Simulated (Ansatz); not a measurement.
**Run report: ZnO, single-point calculation**

- system: ZnO (4 atoms in the cell)
- method: DFT PBE, scalar-relativistic, plane waves, PAW, no spin polarisation (Ansatz 0.2.0)

The structure derives from an entry of the Crystallography Open Database. Figures and captions count atoms from 1; the log counts them from 0 in places.

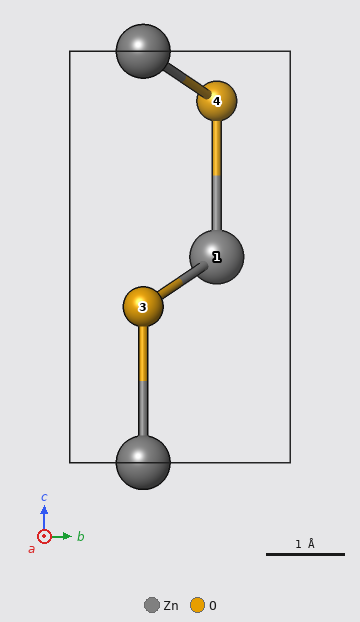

The structure (ball-and-stick view of the cell of the calculation, along the a axis; atoms are numbered from 1 in the order of the input). Near neighbours in the crystal (not all of them lie inside the picture): Zn has 4 O at 2.00 to 2.01 Å; O has 4 Zn at 2.00 to 2.01 Å.

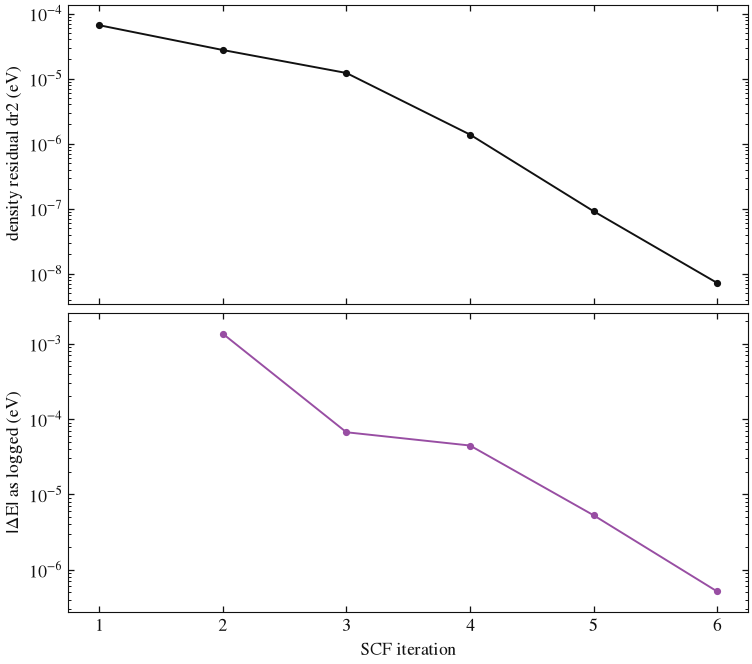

Convergence of the self-consistent field: density residual dr2 and size of the energy change against the SCF iteration. The residual falls at every step.

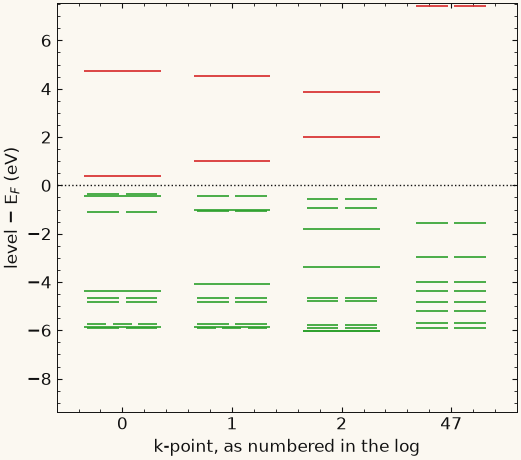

Kohn–Sham levels near the Fermi level (dotted) at the few k-points that the log prints; levels within 0.02 eV of each other stand side by side. Among these points the highest filled and lowest empty levels are 0.74 eV apart, which is the gap on the mesh.

These pictures come from the run below.

### Input file
```yaml
crystal:
  lattice:
    - [3.2794860216, 0.0, 0.0]
    - [-1.6397430108, 2.8401182061, 0.0]
    - [0.0, 0.0, 5.2932739845]
  atoms:
    - { symbol: Zn, position: [0.3333333333, 0.6666666667, 0.4999685892] }
    - { symbol: Zn, position: [0.6666666667, 0.3333333333, -3.14108e-05] }
    - { symbol: O, position: [0.6666666667, 0.3333333333, 0.3790414108] }
    - { symbol: O, position: [0.3333333333, 0.6666666667, 0.8790414108] }
basis:
  ecutwfc: 420
  xc_grid: 2
kpoints:
  mp_grid: { grid: [9, 9, 6] }
  band_path: { path: [VBM, CBM], npoints: 2 }
hamiltonian:
  xc: pbe
scf:
  occupations: { method: gaussian, width: 0.01 }
output:
  forces: true
  stress: true
  eigenvalues: true
```

Run as:
```bash
ansatz run input.yaml --threads 8 --pin off --max-ram 22528MiB --backend cpu --events-out ev --progress --plain --runs-dir out
```

### What the program printed
```
Engine: ansatz 0.2.0, x86_64-unknown-linux-gnu
Pseudopotentials: kind: paw
Pseudopotential: Zn, paw, valence charge 12, recommended cutoff 420 eV (normal), Zn.paw.azcp
Pseudopotential: O, paw, valence charge 6, recommended cutoff 420 eV (normal), O.paw.azcp
Functional definition: PBE
  parameter kappa = 0.804
  parameter beta = 0.06672455060314922
  exchange = pbe_x(kappa = kappa, mu = beta*pi^2/3)
  correlation = pbe_c(beta = beta)
Crystal: 4 atoms, lattice volume = 49.302 Å³
Basis set: ecut = 420 eV, 989 PW (Γ), exchange–correlation on 48×48×72 points (8 copies of the dense FFT grid, shifted against one another)
Bands: 22, of which v1, the nominal top of the filled ones, is band 18 counted from 1 (17 counted from 0)
Symmetry: 12 space group operations
Space group: P63mc (ITA 186), of the structure as read, at distance tolerance 3.7e-5 Å
k-points: 48 of 486 (time reversal used)
Non-local potential: Zn, projectors of the file, l = 0: 2, l = 1: 2, l = 2: 3, l = 3: 1
Non-local potential: O, projectors of the file, l = 0: 2, l = 1: 2, l = 2: 1
PAW form: soft (Blöchl's): semilocal exchange-correlation on the pseudo side does not see the compensation charge
PAW one-centre angular grid: Zn, 590 points (default); XC on 64 Gauss nodes
PAW one-centre angular grid: O, 110 points (default); XC on 64 Gauss nodes
Initial density: superposition of atomic densities (neutral atoms: chi_scale 0, normalization atom), corrected by the library's trained network
Initial wavefunctions: pseudopotential atomic-orbital guess
Functional: x = pbe(κ = 0.804, μ = 0.2195149727645171), c = pbe(β = 0.06672455060314922)
SCF iter   1: F=—  HF=-7773.691580 eV  |F-HF|=—  |Δ(HF+E_count)|=         —  Δρ=6.21e-4  dr2=6.61e-5  ethr=1.77e-3  ⟨swp⟩=6.0  Hψ=4663  notcnv=0
preconditioner: auto → Resta (q_TF=auto, 2.589 Å⁻¹)  ε∞=7.5  [insulator: Δε(μ)=0.744 eV  Ē_g=12.459 eV  σ=0.010 eV  W_gap=1.00  n_scr=22 (ndim 8)  ℏωp=31.7 eV  f_vac=0.043  D(μ)=0.00/eV (n_scr^D=0)  ε∞_Penn≈7.5]
SCF iter   2: F=—  HF=-7773.692938 eV  |F-HF|=—  |Δ(HF+E_count)|=   1.36e-3  Δρ=4.11e-4  dr2=2.75e-5  ethr=1.84e-7  ⟨swp⟩=3.0  Hψ=3057  notcnv=0
SCF iter   3: F=—  HF=-7773.693005 eV  |F-HF|=—  |Δ(HF+E_count)|=   6.69e-5  Δρ=2.41e-4  dr2=1.22e-5  ethr=7.64e-8  ⟨swp⟩=2.0  Hψ=1830  notcnv=0
SCF iter   4: F=—  HF=-7773.693049 eV  |F-HF|=—  |Δ(HF+E_count)|=   4.46e-5  Δρ=7.36e-5  dr2=1.38e-6  ethr=3.38e-8  ⟨swp⟩=2.0  Hψ=1786  notcnv=0
SCF iter   5: F=—  HF=-7773.693055 eV  |F-HF|=—  |Δ(HF+E_count)|=   5.29e-6  Δρ=1.79e-5  dr2=9.16e-8  ethr=3.83e-9  ⟨swp⟩=2.0  Hψ=1831  notcnv=0
SCF iter   6: F=-7773.693055 eV  HF=-7773.693055 eV  |F-HF|=1.51e-8  |Δ(HF+E_count)|=   5.15e-7  Δρ=4.29e-6  dr2=7.24e-9  ethr=2.54e-10  ⟨swp⟩=5.1  Hψ=4677  notcnv=0
SCF 1 converged in 6 iterations: F = -7773.693055 eV  dr2 = 7.24e-9
  greatest PAW one-centre occupation: 0.987 electrons in one spin orbital (limit 2), on the Zn atom at site 0 (counted from 0), in its partial waves of l = 2
NSCF: frozen V_eff on 28 k-points
NSCF: frozen V_eff on 28 k-points
NSCF: frozen V_eff on 2 k-points
NSCF: frozen V_eff on 3 k-points
NSCF: frozen V_eff on 3 k-points
NSCF: frozen V_eff on 3 k-points
NSCF: frozen V_eff on 3 k-points
NSCF: frozen V_eff on 3 k-points
NSCF: frozen V_eff on 3 k-points
NSCF: frozen V_eff on 3 k-points
SCF converged after 6 iterations
Free energy (F): -7773.693055 eV
Harris-Foulkes:  -7773.693055 eV  (|F-HF|=1.51e-8)
Internal energy: -7773.693055 eV  (E = F + TS)
E sigma→0 (E₀):  -7773.693055 eV
Fermi energy:    7.080744 eV
--- Per-component energies (eV) ---
  E_band       = 50.911099
  E_kinetic    = 610.038145
  E_local      = -4056.027231  (includes V_loc(G=0)·N_el)
  E_nonlocal   = 1335.260522
  E_hartree    = 1665.279928
  E_xc         = -419.300159
  E_vxc        = -288.962094  (∫ρ·V_xc dr)
  E_paw        = -3980.687645  (= ΣΔE_a)
  E_vpaw       = -879.962119  (= ΣTr[D̂ρ^β])
  E_aug_tail   = 0.004160  (compensation charges beyond the density's cutoff)
  E_ewald      = -2928.260776
  E_smearing   = -0.000000  (= −TS)
  E_closure    = 0.000000  (closes the sum)
  Σ components = -7773.693055   (vs F -7773.693055, Δ=0.00e0)
--- Forces (eV/Å), atoms counted from 1 ---
  atom   1  Zn     0.00000000    -0.00000000    -0.00067386
  atom   2  Zn     0.00000000     0.00000000    -0.00067386
  atom   3  O      0.00000000    -0.00000000     0.00065138
  atom   4  O     -0.00000000     0.00000000     0.00065138
  max |Σ_I F_I| component: 4.50e-5 eV/Å
--- Stress (GPa, compression-positive) ---
        0.002450       0.000000       0.000000
        0.000000       0.002450      -0.000000
       -0.000000       0.000000       0.020262
  P = ⅓ Tr σ = 0.0084 GPa (0.084 kbar)
--- Band table (eV; the first three rows and the last of 48) ---
  k-point 0: bands = ["-11.0937", "-10.4245", "1.1636", "1.1636", "1.2026", "1.3420", "1.3454", "1.3454", "2.2376", "2.2376", "2.4296", "2.4296", "2.6963", "5.9583", "5.9583", "6.6296", "6.7087", "6.7087", "7.4527", "11.8229", "14.7855", "19.4645"]
  k-point 1: bands = ["-11.0510", "-10.4716", "1.1591", "1.1702", "1.1702", "1.2083", "1.3270", "1.3270", "2.2551", "2.2551", "2.4221", "2.4221", "3.0137", "6.0097", "6.0097", "6.0667", "6.6597", "6.6597", "8.0990", "11.5885", "14.9981", "19.4705"]
  k-point 2: bands = ["-10.9330", "-10.5986", "1.0393", "1.0634", "1.1923", "1.1923", "1.2820", "1.2820", "2.2998", "2.2998", "2.3969", "2.3969", "3.6949", "5.2794", "6.1491", "6.1491", "6.5248", "6.5248", "9.0858", "10.9611", "15.6178", "18.0249"]
  k-point 47: bands = ["-10.2935", "-10.2935", "1.1883", "1.1883", "1.3852", "1.3852", "1.8919", "1.8919", "2.2461", "2.2461", "2.7235", "2.7235", "3.0722", "3.0722", "4.1308", "4.1308", "5.5246", "5.5246", "14.5139", "14.5139", "14.6698", "14.6698"]
```

### Summary

```csv
quantity,value
outcome,converged
space group (tolerance 0.01 Å),P6₃mc (186)
electrons treated,36
free energy,−7773.6931 eV
Fermi energy,7.081 eV
gap on the k-point mesh,0.74 eV
gap on the band path,0.74 eV
pressure,0.01 GPa
largest force (length of the vector),0.001 eV/Å
hardware,"8 threads of AMD EPYC (Zen 5), 64 GiB of memory available, shared host"
wall time,0.63 s (CPU time 3.4 s)
peak memory,0.52 GiB
```
